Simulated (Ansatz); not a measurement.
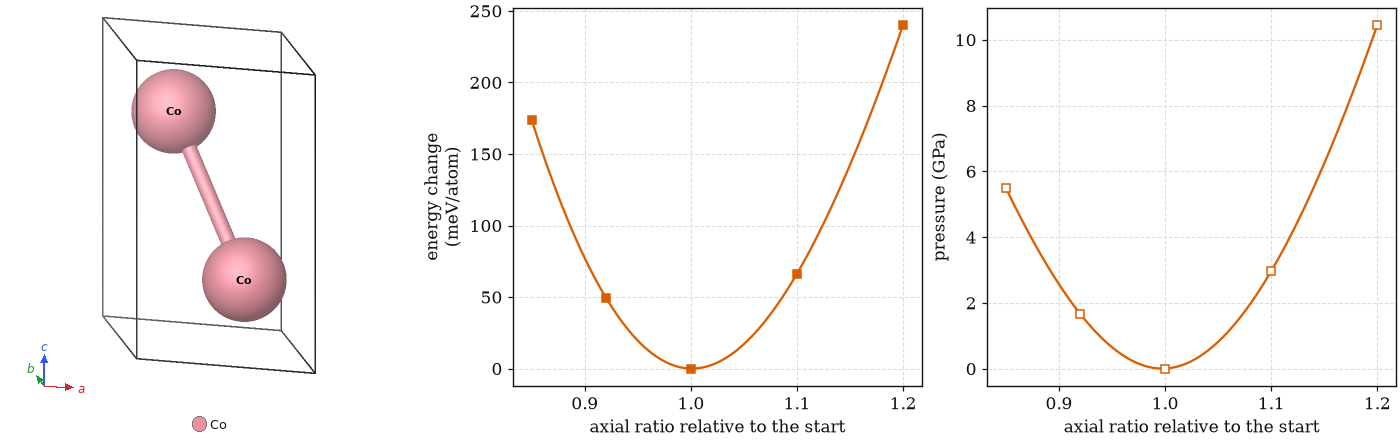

The figure shows the energy change and pressure against relative axial ratio for Co, space group P6_3/mmc (No. 194). The cell is drawn beside the plot.

Starting cell:
```
CELL_PARAMETERS angstrom
2.45642 0.00000 0.00000
-1.22821 2.12732 0.00000
0.00000 0.00000 3.96947
ATOMIC_POSITIONS crystal
Co 0.66667 0.33333 0.25000
Co 0.33333 0.66667 0.75000
```

Computed with Ansatz 0.2.0: deformation of a crystal at fixed volume, lengths along the axis scaled against those across it, fractional coordinates fixed, by plane-wave density functional theory with PAW datasets, free energies less that of the undisturbed cell, pressure positive in compression; scalar-relativistic. Level: PBEsol, collinear spin.

- wave cutoff: 420 eV
- k mesh: 30×30×16
- occupations: Gaussian
- smearing width: 0.15 eV
- k shift: (0, 0, 0) (mesh steps)
- start: relaxed
- path: axial
- axis direction: (0, 0, 1) (Cartesian unit vector)

Question: At which relative axial ratio is the energy change least?

Answer: The lowest computed point is at relative axial ratio 1.00 (0 meV/atom).

Question: What does the pressure do across the range?

Answer: It goes from 5.5 GPa at relative axial ratio 0.85 to 10.5 GPa at 1.20, not monotonically, with a low of 0.0 GPa at 1.00.

Keep in mind: state may not be the lowest; shape and atomic fractions are frozen while scaling, which makes layered, chain and framework solids too stiff.

The computed values:

| axial ratio relative to the start | energy change (meV/atom) | pressure (GPa) |
| --- | --- | --- |
| 0.85 | 174 | 5.5 |
| 0.92 | 49 | 1.7 |
| 1.00 | 0 | 0.0 |
| 1.10 | 66 | 3.0 |
| 1.20 | 240 | 10.5 |
